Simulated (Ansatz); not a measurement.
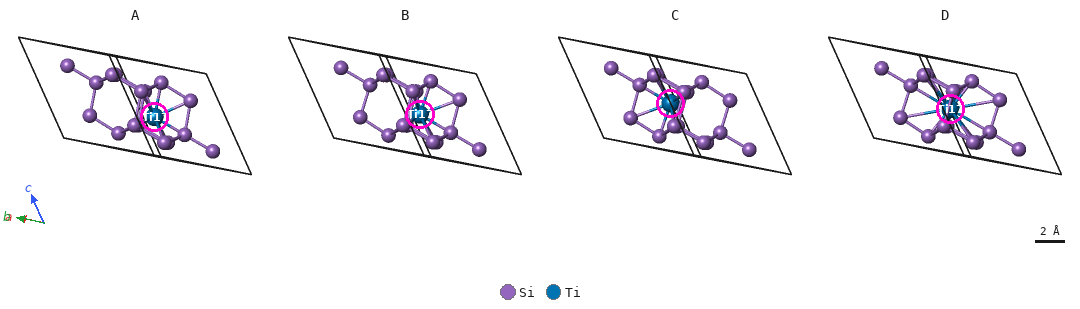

4 geometries from a converged minimum-energy path of Si with an interstitial Ti (17 atoms in the cell), shuffled. Style: ball-and-stick. Shown: the reduced simulation cell (origin moved), from a free direction. The moving atom is ringed, with any periodic copies. Lengths and directions refer to the drawn axes. Bonds to atoms that aren't drawn are left out.

Theory: DFT PBE, scalar-relativistic, plane waves, PAW (Ansatz 0.2.0). Run with plane-wave cutoff 420 eV; k-point mesh 2 × 2 × 2; Fermi-Dirac smearing 0.02 eV; 3 movable images; climbing image; force threshold 0.05 eV/Å; iteration limit 63; starting path by straight interpolation.

### Which of them lies highest in energy?

D. In order along the path, whose images run from 0 to 4: C (image 1, +0.49 eV), D (image 2, +1.71 eV), B (image 3, +0.44 eV), A (image 4, 0.00 eV). The Ti atom travels furthest, 2.30 Å from end to end, along [−1 −1 −1], on a straight line. At the highest image its nearest neighbour (Si) is 2.43 Å away, against 2.42 Å at the start, and the surrounding atoms stand up to 0.38 Å off the mean of their end positions.

Limits of the set-up: the k-point mesh is coarse for a cell with partly filled bands; the periodic images lie only 7.7 Å apart, so the values are limited by the cell's size.

Cost: 6 min on 1 thread of Arm Neoverse V1, on a shared host, peak memory 0.8 GiB.

PAW datasets: the set soft_1.
